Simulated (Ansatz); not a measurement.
System: CO2.

```
CELL_PARAMETERS angstrom
4.83624 2.79221 3.98633
-4.83624 2.79221 3.98633
0.00000 -5.58441 3.98633
ATOMIC_POSITIONS crystal
C 0.00000 0.00000 0.00000
C 0.50000 0.50000 0.50000
C 0.49703 0.75000 0.00297
C 0.75000 0.00297 0.49703
C 0.00297 0.49703 0.75000
C 0.99703 0.50297 0.25000
C 0.50297 0.25000 0.99703
C 0.25000 0.99703 0.50297
O 0.90296 0.90296 0.90296
O 0.40296 0.40296 0.40296
O 0.09704 0.09704 0.09704
O 0.59704 0.59704 0.59704
O 0.59901 0.66087 0.10481
O 0.66087 0.10481 0.59901
O 0.10481 0.59901 0.66087
O 0.09901 0.60481 0.16087
O 0.60481 0.16087 0.09901
O 0.16087 0.09901 0.60481
O 0.40099 0.33913 0.89519
O 0.33913 0.89519 0.40099
O 0.89519 0.40099 0.33913
O 0.90099 0.39519 0.83913
O 0.39519 0.83913 0.90099
O 0.83913 0.90099 0.39519
```

Space group R-3c; a structure from a database of computed crystals, not necessarily the ambient phase; started from the database structure prototype, which need not be the ambient phase; not relaxed (largest force 0.8 eV/Å).

Computed with DFT, HSE06, plane waves, PAW (Ansatz).

> Predict the valence pseudo-density and electron localisation function between the atoms.

C–O (1.16 Å): the density is about 3.7 e/Å³ at the midpoint; the ELF peaks at about 0.80 between the atoms (inside overlapping PAW spheres, so only a guide); a short, multiple covalent bond.

> Does the calculation give a band gap?

It is gapped, with a Kohn–Sham gap of 8.5 eV on the k-point mesh, an upper bound to the gap of this method.

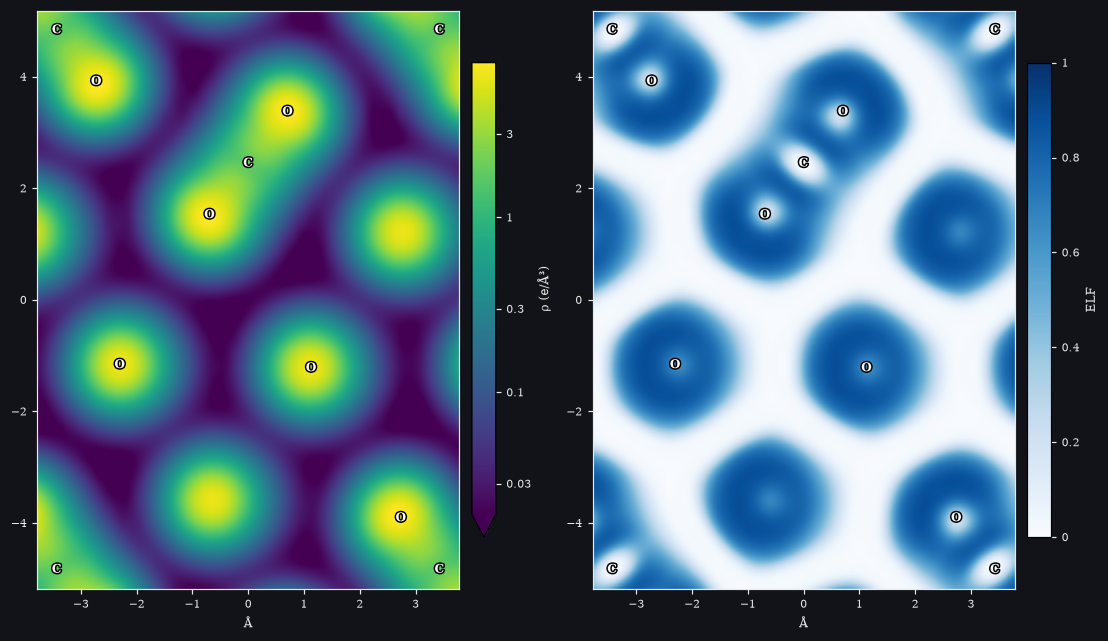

Computed valence pseudo-density and electron localisation function on the (110) plane of the calculation cell, in this order. Atoms just off the plane (O, 0.3 Å away) can leave unmarked features too.
